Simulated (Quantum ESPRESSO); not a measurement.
## Geometry relaxation, with input and output: AlN (part 1 of 2)

The run: geometry relaxation of AlN (P6₃mc, 4 atoms in the cell). Method and program: Kohn-Sham DFT of a periodic cell, LDA, PseudoDojo 0.4.1 SR LDA standard, no spin polarisation (Quantum ESPRESSO 7.5).

The structure derives from an entry of the Crystallography Open Database.

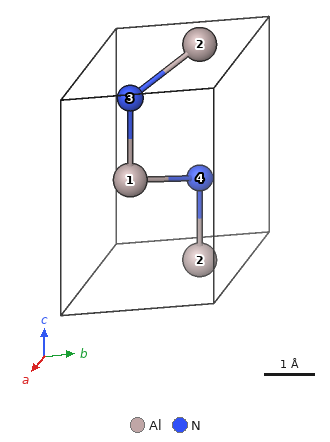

Figure 1. The structure as given in the input (ball-and-stick view of the cell of the calculation, seen at an oblique angle; atoms are numbered from 1 in the order of the input). Near neighbours in the crystal (not all of them lie inside the picture): Al has 4 N at 1.89 Å; N has 4 Al at 1.89 Å.

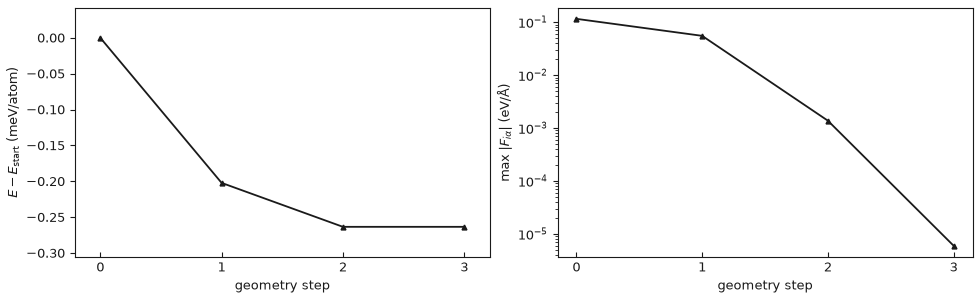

Figure 2. Progress of the relaxation, step by step (steps are counted from 0). The largest moves, 0.005 Å, are those of Al1, Al2, N3 and N4. By element the largest moves are N 0.005 Å, Al 0.005 Å. The cell doesn't change. Among the contacts that change: Al1–N3 1.893 → 1.902 Å. The space group stays P6_3mc (No. 186). Over 3 geometry steps the energy falls by 0.3 meV per atom. The largest force component goes from 0.12 to under 0.0001 eV/Å. (Atoms are counted from 1 in the order of the input.)

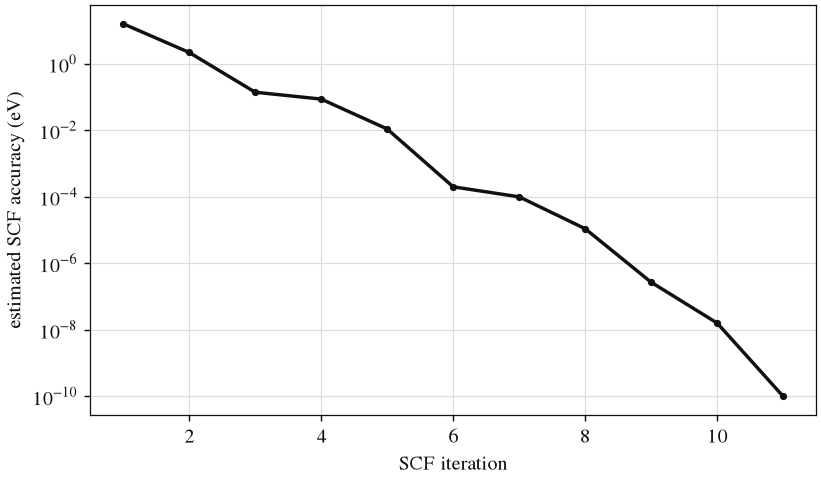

Figure 3. Convergence of the self-consistent field: estimated SCF accuracy against the iteration. The field takes 11 iterations in all.

The input and output of the run follow.

### The input
```
&CONTROL
  calculation = 'scf'
  prefix = 'pwscf'
  outdir = './tmp'
  pseudo_dir = './pseudo'
  tprnfor = .true.
  tstress = .true.
  disk_io = 'low'
/
&SYSTEM
  ibrav = 0
  nat = 4
  ntyp = 2
  ecutwfc = 84
  nbnd = 14
  occupations = 'smearing'
  smearing = 'fd'
  degauss = 0.00367493
/
&ELECTRONS
  conv_thr = 8d-10
  electron_maxstep = 120
  mixing_beta = 0.5
/
ATOMIC_SPECIES
Al    26.9815 Al.upf
N     14.0070 N.upf
CELL_PARAMETERS angstrom
   3.1130000000    0.0000000000    0.0000000000
  -1.5565000000    2.6959370820    0.0000000000
   0.0000000000    0.0000000000    4.9810000000
ATOMIC_POSITIONS crystal
Al     0.6666666667    0.3333333333    0.5000000000
Al     0.3333333333    0.6666666667    0.0000000000
N      0.6666666667    0.3333333333    0.8800000000
N      0.3333333333    0.6666666667    0.3800000000
K_POINTS automatic
6 6 4 0 0 1
```

### File relax.in
```
&CONTROL
  calculation = 'relax'
  prefix = 'pwscf'
  outdir = './tmp'
  pseudo_dir = './pseudo'
  tprnfor = .true.
  tstress = .true.
  disk_io = 'low'
  nstep = 40
  forc_conv_thr = 0.0001
  etot_conv_thr = 1d-06
/
&SYSTEM
  ibrav = 0
  nat = 4
  ntyp = 2
  ecutwfc = 84
  nbnd = 14
  occupations = 'smearing'
  smearing = 'fd'
  degauss = 0.00367493
/
&ELECTRONS
  conv_thr = 8d-10
  electron_maxstep = 120
  mixing_beta = 0.5
/
&IONS
  ion_dynamics = 'bfgs'
/
ATOMIC_SPECIES
Al    26.9815 Al.upf
N     14.0070 N.upf
CELL_PARAMETERS angstrom
   3.1130000000    0.0000000000    0.0000000000
  -1.5565000000    2.6959370820    0.0000000000
   0.0000000000    0.0000000000    4.9810000000
ATOMIC_POSITIONS crystal
Al     0.6666666667    0.3333333333    0.5000000000
Al     0.3333333333    0.6666666667    0.0000000000
N      0.6666666667    0.3333333333    0.8800000000
N      0.3333333333    0.6666666667    0.3800000000
K_POINTS automatic
6 6 4 0 0 1
```

### File scf2.in
```
&CONTROL
  calculation = 'scf'
  prefix = 'pwscf'
  outdir = './tmp'
  pseudo_dir = './pseudo'
  tprnfor = .true.
  tstress = .true.
  disk_io = 'low'
/
&SYSTEM
  ibrav = 0
  nat = 4
  ntyp = 2
  ecutwfc = 84
  nbnd = 14
  occupations = 'fixed'
/
&ELECTRONS
  conv_thr = 1d-13
  electron_maxstep = 120
  mixing_beta = 0.5
  startingpot = 'file'
  startingwfc = 'file'
/
ATOMIC_SPECIES
Al    26.9815 Al.upf
N     14.0070 N.upf
CELL_PARAMETERS angstrom
   3.1130000000    0.0000000000    0.0000000000
  -1.5565000000    2.6959370820    0.0000000000
   0.0000000000    0.0000000000    4.9810000000
ATOMIC_POSITIONS crystal
Al     0.6666666667    0.3333333333    0.4990753666
Al     0.3333333333    0.6666666667   -0.0009246334
N      0.6666666667    0.3333333333    0.8809246334
N      0.3333333333    0.6666666667    0.3809246334
K_POINTS automatic
6 6 4 0 0 1
```

### File ph.in
```
phonons of AlN
&INPUTPH
  prefix = 'pwscf'
  outdir = './tmp'
  tr2_ph = 1d-16
  fildyn = 'dyn'
  niter_ph = 60
  alpha_mix(1) = 0.7
  epsil = .true.
/
0.0000000000 0.0000000000 0.0000000000
```

### File dynmat.in
```
&INPUT
  fildyn = 'dyn'
  asr = 'crystal'
  lperm = .true.
  filout = 'dynmat.eig'
/
```

### File dynmat_lo.in
```
&INPUT
  fildyn = 'dyn'
  asr = 'crystal'
  filout = 'dynmat_lo.eig'
  q(1) = 0
  q(2) = 0
  q(3) = 1
/
```

Launch command:
```bash
OMP_NUM_THREADS=1 pw.x -in pw.in > pw.out
OMP_NUM_THREADS=1 pw.x -in relax.in > relax.out
OMP_NUM_THREADS=1 pw.x -in scf2.in > scf2.out
OMP_NUM_THREADS=1 ph.x -in ph.in > ph.out
OMP_NUM_THREADS=1 dynmat.x -in dynmat.in > dynmat.out
OMP_NUM_THREADS=1 dynmat.x -in dynmat_lo.in > dynmat_lo.out
```

### Log
```
This program is part of the open-source Quantum ESPRESSO suite
     for quantum simulation of materials; please cite
         "P. Giannozzi et al., J. Phys.:Condens. Matter 21 395502 (2009);
         "P. Giannozzi et al., J. Phys.:Condens. Matter 29 465901 (2017);
         "P. Giannozzi et al., J. Chem. Phys. 152 154105 (2020);
          URL
     in publications or presentations arising from this work. More details at

     Message from routine setup:
     using ibrav=0 with symmetry is DISCOURAGED, use correct ibrav instead

     G-vector sticks info
     --------------------
     sticks:   dense  smooth     PW     G-vecs:    dense   smooth      PW
     Sum         805     805    241                29383    29383    4685

     Using Slab Decomposition

     bravais-lattice index     =            0
     lattice parameter (alat)  =       5.8827  a.u.
     unit-cell volume          =     282.0993 (a.u.)^3
     number of atoms/cell      =            4
     number of atomic types    =            2
     number of electrons       =        16.00
     number of Kohn-Sham states=           14
     kinetic-energy cutoff     =      84.0000  Ry
     charge density cutoff     =     336.0000  Ry
     scf convergence threshold =      8.0E-10
     mixing beta               =       0.5000
     number of iterations used =            8  plain     mixing
     Exchange-correlation= SLA  PW   NOGX NOGC
                           (   1   4   0   0   0   0   0)

     celldm(1)=   5.882717  celldm(2)=   0.000000  celldm(3)=   0.000000
     celldm(4)=   0.000000  celldm(5)=   0.000000  celldm(6)=   0.000000

     crystal axes: (cart. coord. in units of alat)
               a(1) = (   1.000000   0.000000   0.000000 )
               a(2) = (  -0.500000   0.866025   0.000000 )
               a(3) = (   0.000000   0.000000   1.600064 )

     reciprocal axes: (cart. coord. in units 2 pi/alat)
               b(1) = (  1.000000  0.577350 -0.000000 )
               b(2) = (  0.000000  1.154701  0.000000 )
               b(3) = (  0.000000 -0.000000  0.624975 )

     PseudoPot. # 1 for Al read from file:
     Al.upf
     Pseudo is Norm-conserving + core correction, Zval =  3.0
     Generated using ONCVPSP code by D. R. Hamann
     Using radial grid of 1854 points,  6 beta functions with:
                l(1) =   0
                l(2) =   0
                l(3) =   1
                l(4) =   1
                l(5) =   2
                l(6) =   2

     PseudoPot. # 2 for N  read from file:
     N.upf
     Pseudo is Norm-conserving + core correction, Zval =  5.0
     Generated using ONCVPSP code by D. R. Hamann
     Using radial grid of 1058 points,  4 beta functions with:
                l(1) =   0
                l(2) =   0
                l(3) =   1
                l(4) =   1

     atomic species   valence    mass     pseudopotential
     Al                3.00    26.98150     Al( 1.00)
     N                 5.00    14.00700     N ( 1.00)

     12 Sym. Ops. (no inversion) found ( 6 have fractional translation)

   Cartesian axes

     site n.     atom                  positions (alat units)
         1        Al     tau(   1) = (   0.5000000   0.2886751   0.8000321  )
         2        Al     tau(   2) = (  -0.0000000   0.5773503   0.0000000  )
         3        N      tau(   3) = (   0.5000000   0.2886751   1.4080565  )
         4        N      tau(   4) = (  -0.0000000   0.5773503   0.6080244  )

     number of k points=    14  Fermi-Dirac smearing, width (Ry)=  0.0037
                       cart. coord. in units 2pi/alat
        k(    1) = (   0.0000000   0.0000000   0.0781219), wk =   0.0277778
        k(    2) = (   0.0000000   0.0000000   0.2343656), wk =   0.0277778
        k(    3) = (   0.0000000   0.1924501   0.0781219), wk =   0.1666667
        k(    4) = (   0.0000000   0.1924501   0.2343656), wk =   0.1666667
        k(    5) = (   0.0000000   0.3849002   0.0781219), wk =   0.1666667
        k(    6) = (   0.0000000   0.3849002   0.2343656), wk =   0.1666667
        k(    7) = (   0.0000000  -0.5773503   0.0781219), wk =   0.0833333
        k(    8) = (   0.0000000  -0.5773503   0.2343656), wk =   0.0833333
        k(    9) = (   0.1666667   0.2886751   0.0781219), wk =   0.1666667
        k(   10) = (   0.1666667   0.2886751   0.2343656), wk =   0.1666667
        k(   11) = (   0.1666667   0.4811252   0.0781219), wk =   0.3333333
        k(   12) = (   0.1666667   0.4811252   0.2343656), wk =   0.3333333
        k(   13) = (   0.3333333   0.5773503   0.0781219), wk =   0.0555556
        k(   14) = (   0.3333333   0.5773503   0.2343656), wk =   0.0555556

     Dense  grid:    29383 G-vectors     FFT dimensions: (  36,  36,  60)

     Initial potential from superposition of free atoms

     starting charge      15.9956, renormalised to      16.0000
     Starting wfcs are   16 randomized atomic wfcs

     Self-consistent Calculation

     iteration #  1     ecut=    84.00 Ry     beta= 0.50
     Davidson diagonalization with overlap
     ethr =  1.00E-02,  avg # of iterations =  4.0

     total energy              =     -51.00887193 Ry
     estimated scf accuracy    <       1.20119241 Ry

     iteration #  2     ecut=    84.00 Ry     beta= 0.50
     Davidson diagonalization with overlap
     ethr =  7.51E-03,  avg # of iterations =  2.0

     total energy              =     -51.34985059 Ry
     estimated scf accuracy    <       0.15927565 Ry

     iteration #  3     ecut=    84.00 Ry     beta= 0.50
     Davidson diagonalization with overlap
     ethr =  9.95E-04,  avg # of iterations =  1.4

     total energy              =     -51.37019869 Ry
     estimated scf accuracy    <       0.01011632 Ry

     iteration #  4     ecut=    84.00 Ry     beta= 0.50
     Davidson diagonalization with overlap
     ethr =  6.32E-05,  avg # of iterations =  5.7

     total energy              =     -51.37296909 Ry
     estimated scf accuracy    <       0.00639898 Ry

     iteration #  5     ecut=    84.00 Ry     beta= 0.50
     Davidson diagonalization with overlap
     ethr =  4.00E-05,  avg # of iterations =  1.4

     total energy              =     -51.37300066 Ry
     estimated scf accuracy    <       0.00083309 Ry

     iteration #  6     ecut=    84.00 Ry     beta= 0.50
     Davidson diagonalization with overlap
     ethr =  5.21E-06,  avg # of iterations =  4.6

     total energy              =     -51.37324148 Ry
     estimated scf accuracy    <       0.00001483 Ry

     iteration #  7     ecut=    84.00 Ry     beta= 0.50
     Davidson diagonalization with overlap
     ethr =  9.27E-08,  avg # of iterations =  2.7

     total energy              =     -51.37324223 Ry
     estimated scf accuracy    <       0.00000745 Ry
```
